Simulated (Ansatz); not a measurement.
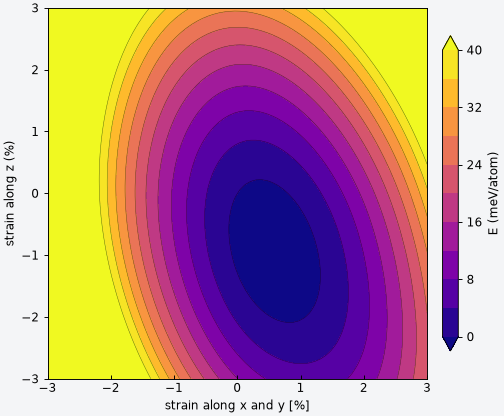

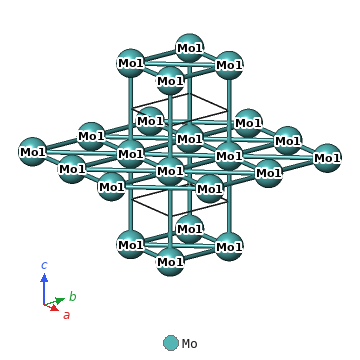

Energy landscape of Mo (P6/mmm, No. 191; 1 atom in the cell). 
- The cell is strained homogeneously, by one strain along x and y and another along z, with fractional coordinates fixed (x along [1 0 0], z along [0 0 1] of the conventional cell).
- The first coordinate is: strain along x and y; the second: strain along z.
- The scan uses a 5 × 5 grid.
- Points are written as (first, second).
- Energies: meV/atom, counted from the lowest grid point.
- The reference cell is the one listed in the database, not relaxed at this level.
- The calculation used DFT r2SCAN, scalar-relativistic, plane waves, PAW in Ansatz. Settings: cutoff 500 eV, k-mesh 18×18×18, gaussian smearing 0.15 eV, no spin polarisation.

In the figure: filled contours, one colour for all values above the top of the scale. Between grid points the surface is interpolated. The second picture is the structure at the lowest point

Q: Where are the wells?

A: The lowest grid point is at (0.0 %, 0.0 %). The bottom of the well lies between grid points, at about (0.6 %, −0.9 %), about 2.8 meV/atom lower on the interpolated surface. No other kind of well shows on this grid. The highest grid point, (−3.0 %, −3.0 %), lies 107 meV/atom above the lowest. Round the minimum the valley is somewhat tilted: raising strain along x and y shifts the best value of strain along z downwards (coupling k₁₂/√(k₁₁k₂₂) about 0.3).

The values on the grid:

```
strain along z ↓, strain along x and y →  −3.0  −1.5  0.0  1.5  3.0
                                     3.0    85    42   29   43   80
                                     1.5    75    27   10   20   54
                                     0.0    74    21    0    6   35
                                    −1.5    84    27    1    2   25
                                    −3.0   107    44   12    7   24
```
